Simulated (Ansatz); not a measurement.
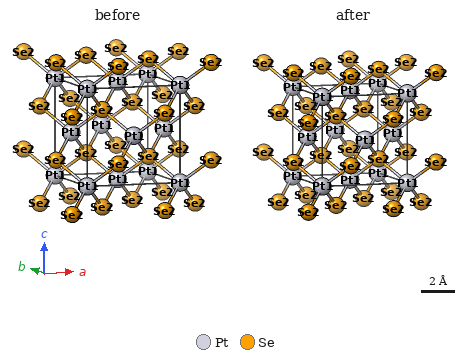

The structure of solid PtSe (a generated structure, set up in F-43m) before (left) and after (right) a relaxation, at one scale.

Style: ball-and-stick. Shown: the conventional cell (4 times the calculation's cell), slightly off an axis. Lengths and directions refer to the drawn axes.

The run lets cell and atoms move.

The calculation used Ansatz 0.2.0, Kohn-Sham DFT of a periodic cell, HSEsol, Ansatz PAW.

Input file:
```yaml
crystal:
  lattice:
    - [0.0, 3.03744723, 3.03744723]
    - [3.03744723, 0.0, 3.03744723]
    - [3.03744723, 3.03744723, 0.0]
  atoms:
    - { symbol: Pt, position: [0.0, 0.0, 0.0] }
    - { symbol: Se, position: [0.25, 0.25, 0.25] }
hamiltonian:
  xc:
    exchange: hjs_pbesol
    correlation: pbesol
    exx: { coeff: 0.25, omega: 0.207 }
  pseudopotentials: { kind: paw }
kpoints:
  mp_grid: { grid: [4, 4, 4] }
scf:
  occupations: { method: fermi_dirac, width: 0.05 }
output:
  forces: true
  stress: true
  eigenvalues: true
relax:
  f_tol: 0.01
  max_steps: 40
  cell: { stress_tol: 0.05 }
```

Describe what moved and what it gained.

Answer. After 4 accepted moves (5 points after the start) the energy has fallen by 414 meV per atom. All forces vanish by symmetry, so only the cell relaxes. The pressure goes from −15.72 to −0.03 GPa. At 1 point the geometry stayed and the basis and grid were re-selected for the new cell (energy shift of 1.3 meV per atom at most each time). No atom moves by more than 0.005 Å relative to the cell. Cell: a = b = c 6.075 → 5.577 Å (−8.2 %). Volume −22.6 %. Some distances before and after: Pt1–Se2 2.631 → 2.415 Å. The space group stays F-43m (No. 216). Cost: 49 s on 1 × NVIDIA H100 80GB HBM3 with 2 threads of AMD EPYC 7R13 Processor (Zen 3), on a shared host, peak memory 1.9 GiB.
